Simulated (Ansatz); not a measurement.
**Sensitivity of the G0W0 gap of InP (F-43m)**

A base run on InP (F-43m), then changed inputs.

Main program and level: Ansatz 0.2.0; G0W0 on PBE, plane waves, PAW; PAW set soft_1.

In doubt: masses and optical values from hybrid runs of this build are listed as unsure (step 3), which bears on the screening that GW takes from such a start.

### Step 1. The structure

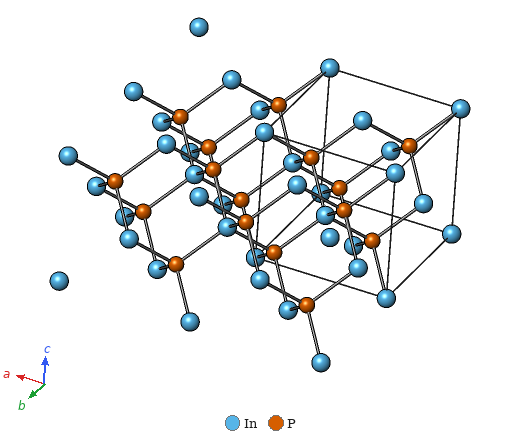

The cell as given, from a free direction (indium blue, phosphorus orange). 2×2×1 cells are drawn. This picture shows the conventional cell, with its axes. Bonds to atoms that aren't drawn are left out. Some periodic images of atoms are drawn too.

The cell and positions come from the Crystallography Open Database and are kept as given unless a step says otherwise.

### Step 2. The base run: 4×4×4 mesh, 150 empty bands, screening to 120 eV, PAW set soft_1 files

Now the one-shot GW correction: screening in the RPA, then the self-energy of the levels asked for. This step takes PAW set soft_1 files.

input.yaml

```yaml
crystal:
  lattice:
    - [0.0, 2.93435, 2.93435]
    - [2.93435, 0.0, 2.93435]
    - [2.93435, 2.93435, 0.0]
  atoms:
    - { symbol: In, position: [0.0, 0.0, 0.0] }
    - { symbol: P, position: [0.25, 0.25, 0.25] }
kpoints:
  mp_grid: { grid: [4, 4, 4] }
hamiltonian:
  xc: pbe
  pseudopotentials: { kind: paw, azcp: { folder: soft_1 } }
scf:
  occupations: { method: fixed }
gw:
  n_empty_bands: 150
  ecut_chi: 120
  qp_bands: [v2, c2]
  qp_kpoints: band_edges
  screening: { model: contour_deformation }
```

On the command line:

```bash
> ansatz run input.yaml --threads 3 --pin off --max-ram 92160MiB --backend cuda --events-out ev --progress --plain --runs-dir out --devices 1 --max-vram 13GiB
```

Numbers of over 12 decimals in the logs are rounded to 6 here.

Output:

```text
GPUs: using 1 of 1 available (devices: 1).
Engine: ansatz 0.2.0, x86_64-unknown-linux-gnu
Pseudopotentials: kind: paw
Pseudopotential: In, paw, valence charge 13, recommended cutoff 420 eV (normal), soft_1/In.paw.azcp
Pseudopotential: P, paw, valence charge 5, recommended cutoff 420 eV (normal), soft_1/P.paw.azcp
Functional definition: PBE
  parameter kappa = 0.804
  parameter beta = 0.066725
  exchange = pbe_x(kappa = kappa, mu = beta*pi^2/3)
  correlation = pbe_c(beta = beta)
device memory: the entry about to start is reckoned to put 0.8 GiB on a device that reports 33.2 GiB free (of which the cap on the GPU budget leaves the run 13.0 GiB)
GPU FFT provider: cuFFT
GPU libraries: cuBLAS 13.8.2, cuFFT 12.4.0, cuSOLVER 12.3.4
Crystal: 2 atoms, lattice volume = 50.532 Å³
Basis set: ecut = 420 eV, 965 PW (Γ)
Bands: 13, of which v1, the nominal top of the filled ones, is band 9 counted from 1 (8 counted from 0)
Symmetry: 24 space group operations
Space group: F-43m (ITA 216), of the structure as read, at distance tolerance 3.7e-5 Å
k-points: 8 of 64 (time reversal used)
Non-local potential: In, projectors of the file, l = 0: 2, l = 1: 2, l = 2: 2, l = 3: 1
Non-local potential: P, projectors of the file, l = 0: 2, l = 1: 2, l = 2: 1
PAW form: soft (Blöchl's): semilocal exchange-correlation on the pseudo side does not see the compensation charge
PAW one-centre angular grid: In, 590 points (default); XC on 64 Gauss nodes
PAW one-centre angular grid: P, 110 points (default); XC on 64 Gauss nodes
Initial density: superposition of atomic densities (chi_scale 0.1, normalization cell, long waves kept (reshape's long-wave potential 0.00 eV rms))
Initial wavefunctions: pseudopotential atomic-orbital guess
GPU buffer pool allocated for 27000 grid points (all kernels)
GPU transforms: local potential and band sums: pruned to the plane-wave sphere, on 27×27×27
Functional: x = pbe(κ = 0.804, μ = 0.219515), c = pbe(β = 0.066725)
SCF iter   1: F=—  HF=-6354.195331 eV  |F-HF|=—  |Δ(HF+E_count)|=         —  Δρ=3.59e-2  dr2=9.60e-1  ethr=3.10e-3  ⟨swp⟩=5.0  Hψ=565  notcnv=0  defer=11
preconditioner: auto → none  [insulator: Δε(μ)=0.973 eV  Ē_g=14.435 eV  n_scr=14 (ndim 8)  ℏωp=22.2 eV  f_vac=0.000  ε∞_Penn≈3.4]
SCF iter   2: F=—  HF=-6353.952275 eV  |F-HF|=—  |Δ(HF+E_count)|=   2.43e-1  Δρ=1.65e-2  dr2=9.73e-2  ethr=3.10e-3  ⟨swp⟩=3.1  Hψ=232  notcnv=0  defer=10
SCF iter   3: F=—  HF=-6353.943902 eV  |F-HF|=—  |Δ(HF+E_count)|=   8.37e-3  Δρ=6.57e-3  dr2=1.57e-2  ethr=5.41e-4  ⟨swp⟩=2.9  Hψ=181  notcnv=0  defer=12
SCF iter   4: F=—  HF=-6353.944594 eV  |F-HF|=—  |Δ(HF+E_count)|=   6.92e-4  Δρ=1.10e-3  dr2=4.30e-4  ethr=8.70e-5  ⟨swp⟩=3.6  Hψ=201  notcnv=0  defer=12
[...]
E_nonlocal   = 359.649910
  E_hartree    = 535.467426
  E_xc         = -215.485278
  E_vxc        = -150.017733  (∫ρ·V_xc dr)
  E_paw        = -4768.707758  (= ΣΔE_a)
  E_vpaw       = -286.655965  (= ΣTr[D̂ρ^β])
  E_aug_tail   = 0.000148  (compensation charges beyond the density's cutoff)
  E_ewald      = -1219.106662
  E_smearing   = -0.000000  (= −TS)
  E_closure    = 0.000000  (closes the sum)
  Σ components = -6353.944518   (vs F -6353.944518, Δ=0.00e0)
--- Band table (eV; the first three rows and the last of 8) ---
  k-point 0: bands = [... 5 lower, -4.4707, 7.0244, 7.0244, 7.0244, 7.7032, 11.0824, 11.0824, 11.0824]
  k-point 1: bands = [... 5 lower, -3.7977, 3.5794, 6.4669, 6.4669, 8.7915, 11.7822, 11.7822, 12.3239]
  k-point 2: bands = [... 5 lower, -2.7550, 1.2952, 6.0530, 6.0530, 8.4970, 11.8028, 11.8028, 14.1069]
  k-point 7: bands = [... 5 lower, -2.0233, 1.4178, 4.0771, 4.1163, 11.2988, 11.3753, 12.5556, 13.2142]
--- G₀W₀: contour deformation, 7 samples at zero and on the imaginary axis and 2 off it, 64 q-points, 150 empty bands' worth ---
  eigenvalues of the whole cell's RPA ε∞ on this k-mesh (on a slab, of 1 + 4πα/V) = 47.1473, 47.1473, 47.1473; static W/v taken at q = 0 is 0.021210
  bands read: the sum over 159 bands ends inside a degenerate multiplet in 2 slots, whose members it reads at an even weight; the widest, k=0: bands 159 to 161 (counted from 1) at 1/3 each
  gw.qp_kpoints: band_edges: 6 of 8 stored k-points solved, in 1 pass; an edge of the gap read off the rows below is read off those points alone
    valence top: of the k-points left out ik 5 came nearest to being solved in a further pass, in band 9 (counted from 1, as in the quasiparticle table): it holds the edge there only if its correction is more favourable than any solved in that band by at least 1.026 eV; those differ by 0.113 eV
    conduction bottom: of the k-points left out ik 4 came nearest to being solved in a further pass, in band 10 (counted from 1, as in the quasiparticle table): it holds the edge there only if its correction is more favourable than any solved in that band by at least 1.614 eV; those differ by 0.241 eV
    ik  band        ε_KS         Σx   Σc(E_QP)       V_xc       Z   E_QP_lin       E_QP  E_QP is
     0     8      7.0244   -16.9005     1.4222   -15.0680  0.7331     6.6051     6.6141  root
     0     9      7.0244   -16.9005     1.4222   -15.0680  0.7331     6.6051     6.6141  root
     0    10      7.7032    -9.9811    -4.0022   -14.0723  0.7533     7.7926     7.7923  root
     0    11     11.0824    -7.0394    -4.4189   -11.5529  0.7453    11.1774    11.1770  root
     1     8      6.4669   -16.4446     1.5758   -14.4281  0.7310     6.0150     6.0262  root
     1     9      6.4669   -16.4446     1.5758   -14.4281  0.7310     6.0150     6.0262  root
     1    10      8.7915    -8.8168    -4.1024   -12.9997  0.7523     8.8723     8.8721  root
     1    11     11.7822    -7.0653    -4.6248   -11.7924  0.7407    11.8849    11.8845  root
[...]
7     8      4.0771   -15.3071     2.4184   -12.3513  0.6999     3.5199     3.5395  root
     7     9      4.1163   -14.6256     2.2815   -11.8208  0.7029     3.5715     3.5929  root
     7    10     11.2988    -6.9539    -4.3167   -11.2150  0.7400    11.2432    11.2430  root
     7    11     11.3753    -9.0184    -4.9426   -14.1990  0.7165    11.6160    11.6133  root
[key lines of the parts left out:]
SCF converged after 7 iterations
Free energy (F): -6353.944518 eV
Fermi energy:    7.024351 eV
```

Wall time 14 s (1 × NVIDIA H100 80GB HBM3 (shared by 6 runs) with 3 threads of AMD EPYC 7R13 (Zen 3), shared host); peak memory 1 GiB.

Reading the cycles: dr2 is the Hartree energy of the density residual (eV), the measure of convergence; HF is the Harris–Foulkes estimate of the energy, which meets the free energy F at convergence.

Numbers from this step:

| Quantity | Value |
| --- | --- |
| bands summed | 159 |
| RPA ε∞ on this mesh (eigenvalues) | 47.15, 47.15, 47.15 |
| plane waves in the screening matrix | 169 |
| q-points in the mesh | 64 |
| G0W0 gap on the mesh | 1.178 eV |
| k of the valence top | 0, 0, 0 |
| k of the conduction bottom | 0, 0, 0 |
| starting gap on the mesh | 0.6788 eV |
| Z at the valence top | 0.7331 |
| Z at the conduction bottom | 0.7533 |
| least direct G0W0 gap on the computed points | 1.178 eV |

The gap on the mesh goes from 0.68 eV to 1.18 eV, a correction of +0.50 eV. Between the two edge states, bare exchange in place of the xc potential would open the gap by 5.92 eV, and correlation takes back 5.42 eV.

### Step 3. Variant: starting point

This step: G0W0 on r2SCAN0, plane waves, PAW; PAW set soft_1.

input.yaml, as its differences from that of step 2:

```diff
@@ -11,3 +11,3 @@
 hamiltonian:
-  xc: pbe
+  xc: r2scan0
   pseudopotentials: { kind: paw, azcp: { folder: soft_1 } }
@@ -16,4 +16,4 @@
 gw:
-  n_empty_bands: 150
-  ecut_chi: 120
+  n_empty_bands: 114
+  ecut_chi: 100
   qp_bands: [v2, c2]
```

Output:

```text
GPUs: using 1 of 1 available (devices: 1).
[...]
davidson cushion auto → on  (no smearing: the cushion is to keep the highest requested band from converging to the state above it; pin scf.eigensolver.cushion to override)
[...]
GPU FFT provider: cuFFT
GPU libraries: cuBLAS 13.8.2, cuFFT 12.4.0, cuSOLVER 12.3.4
Crystal: 2 atoms, lattice volume = 50.532 Å³
Basis set: ecut = 500 eV, 1243 PW (Γ), exchange–correlation on 128×128×128 points (64 copies of the dense FFT grid, shifted against one another)
Bands: 13, of which v1, the nominal top of the filled ones, is band 9 counted from 1 (8 counted from 0)
Symmetry: 24 space group operations
[...]
k-points: 8 of 64 (time reversal used)
[...]
GPU buffer pool allocated for 32768 grid points (all kernels)
GPU transforms: local potential: pruned to the plane-wave sphere, on 30×32×32; band sums: pruned to the plane-wave sphere, on 32×32×32
[...]
iter 1 solved again at ethr=4.84e-3 eV; its pass at ethr=1.00e-1 eV (dr2=8.70e-1 eV) is discarded
[...]
SCF iter   5: F=-6371.696406 eV  HF=-6371.696400 eV  |F-HF|=5.47e-6  |Δ(HF+E_count)|=   6.83e-6  Δρ=3.27e-4  dr2=1.89e-5  dr2_τ=9.66e-7  ethr=2.38e-6  ⟨swp⟩=2.9  Hψ=263  notcnv=0
SCF 1 stopped early in 5 iterations: F = -6371.696406 eV  dr2 = 1.89e-5
[...]
GPU FFT provider: cuFFT
GPU libraries: cuBLAS 13.8.2, cuFFT 12.4.0, cuSOLVER 12.3.4
[...]
GPU buffer pool allocated for 32768 grid points (all kernels)
[...]
Free energy (F): -6371.358436 eV
Frozen-core exchange: fock
[...]
Internal energy: -6371.358436 eV  (E = F + TS)
E sigma→0 (E₀):  -6371.358436 eV
Fermi energy:    6.132217 eV
[...]
--- Band table (eV; the first three rows and the last of 8) ---
  k-point 0: bands = [... 5 lower, -6.9404, 6.1322, 6.1322, 6.1322, 8.5518, 11.9440]
  k-point 1: bands = [... 5 lower, -6.1895, 2.3706, 5.5144, 5.5144, 9.6072, 12.7113]
  k-point 2: bands = [... 5 lower, -5.0263, -0.2804, 5.0360, 5.0360, 9.2694, 12.6855]
  k-point 7: bands = [... 5 lower, -4.2145, -0.0697, 2.8060, 2.8970, 12.0326, 12.4783]
  guard bands above this table: 2 of the run's 13 bands. The solve was not asked for them (output.publish_guard_bands: true or output.eigenvalues: true publishes all)
[...]
0     8      6.1322   -16.9080     1.3182   -15.8179  0.7972     6.3599     6.3604  root
     0     9      6.1322   -16.9080     1.3182   -15.8179  0.7972     6.3599     6.3604  root
     0    10      8.5518    -9.3458    -3.7499   -12.7988  0.8131     8.2557     8.2549  root
     0    11     11.9440    -6.8362    -3.9627   -10.5178  0.8090    11.6638    11.6628  root
     1     8      5.5144   -16.4792     1.4255   -15.2809  0.7953     5.7411     5.7416  root
     1     9      5.5144   -16.4792     1.4255   -15.2809  0.7953     5.7411     5.7416  root
     1    10      9.6072    -8.3870    -3.7965   -11.9019  0.8130     9.3263     9.3256  root
     1    11     12.7113    -6.8313    -4.1145   -10.6361  0.8021    12.4027    12.4016  root
[...]
6     8      3.5090   -15.5982     1.9080   -13.9431  0.7821     3.7610     3.7618  root
     6     9      3.5090   -15.5982     1.9080   -13.9431  0.7821     3.7610     3.7618  root
     6    10      9.3104    -6.1226    -3.4981    -9.2488  0.8231     8.9398     8.9385  root
     6    11      9.9639    -7.3288    -3.7090   -10.7539  0.8164     9.6807     9.6799  root
```

The job ended after 21 s (1 × NVIDIA H100 80GB HBM3 (shared by 6 runs) with 3 threads; peak memory 1.3 GiB).

The G0W0 gap on the mesh is 1.895 eV.

Against the base:

| setting | base | variant |
| --- | --- | --- |
| start | PBE | r2SCAN0 |
| empty bands | 150 | 114 |
| screening cutoff (eV) | 120 | 100 |

| quantity | variant | base |
| --- | --- | --- |
| starting gap on the mesh | 2.420 | 0.679 |
| G0W0 gap on the mesh | 1.895 | 1.178 |
| least direct G0W0 gap on the computed points | 1.895 | 1.178 |
| Z at the valence top | 0.797 | 0.733 |
| Z at the conduction bottom | 0.813 | 0.753 |

### Step 4. Outcome

| Item | Value |
| --- | --- |
| base | 1.18 eV, 14 s |
| starting point | 1.89 eV, 21 s |

**Reading.** Starting point: the gap moves by +0.72 eV (the plane-wave cutoff goes from 420 to 500 eV). The variant differs from the base in start, empty bands and screening cutoff together, so the change can't be laid to one of them. All runs here use a coarse mesh and modest cutoffs; they test settings and are not final values. The 4×4×4 mesh is coarse for this cell (its supercell is 17 Å along the shortest edge). The RPA ε∞ on it, from the PBE start, is 47.15; such meshes misread the long-range screening, most where the gap is narrow. The RPA ε∞ on this mesh reaches over 25; with a narrow direct gap a coarse mesh can overstate it, and the correction is then too small. The many-body steps are scalar-relativistic: spin-orbit coupling is not in them.

[Paths, hosts, dates, memory and timing lines, banners, echoed tables and standing remarks are left out of the program output.]

[Logs are printed without paths, hosts, clocks, repeated set-up lines and the standing remarks that a program may print on its own settings, such as how far it seeks lower states.]

[Runs of the session that timed out or met a known fault of the program may be left out.]

[Cells called generated may have been cut or substituted from an entry of the Crystallography Open Database or the Materials Project.]

[Hosts, paths, dates, database ids (printed as entryN), source tags and the programs' standing remarks are cut or masked in the printed files.]
